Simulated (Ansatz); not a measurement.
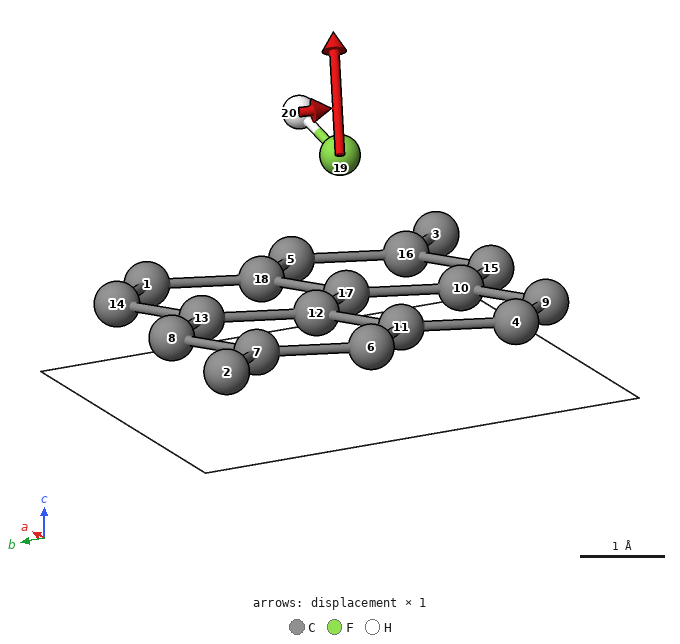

This is a relaxation of a slab of composition HC18F. The starting structure is drawn; red arrows show the displacements, at their true length.

A ball-and-stick model of the cell of the calculation, outlined in the plane, without the vacuum (origin shifted), seen from a free direction.

It is HF on graphene monolayer, set down by a guess. The run prepares an end point of a later path (dissociation) calculation, from a guessed geometry.

The calculation used DFT PBE, scalar-relativistic, plane waves, PAW (Ansatz 0.2.0). (plane-wave cutoff 420 eV; k-point mesh 2 × 2 × 1; occupations gaussian; smearing width 0.02 eV; no spin polarisation; atoms relaxed in a fixed cell; force threshold 0.03 eV/Å; at most 60 steps)

> Atoms of which element are displaced furthest, and by how much?

Fluorine: up to 1.60 Å, against 0.42 Å for hydrogen.

> What happened in the run?

The largest move relative to the layer's centre is that of F19, 1.60 Å at 31° to the normal (+c side). By element the largest moves are F 1.60 Å, H 0.42 Å, C 0.10 Å. The cell doesn't change. Among the contacts that change: C11–C12 1.424 → 1.411 Å, C12–C17 1.424 → 1.436 Å, C10–C15 1.424 → 1.433 Å. The energy falls by 2.384 eV per cell of the calculation in 20 accepted moves (22 points after the start). The largest force component goes from 6.5 to 0.017 eV/Å. The line search rejected the trial steps at points 9, 17 of the run. The forces were under the threshold at step 18, but the run went on from there. Cost: 120 s on 1 thread of Arm Neoverse V2, with other jobs on the host, peak memory 0.61 GiB.

Limits of the set-up: the periodic images lie only 7.4 Å apart, so the values are limited by the cell's size.
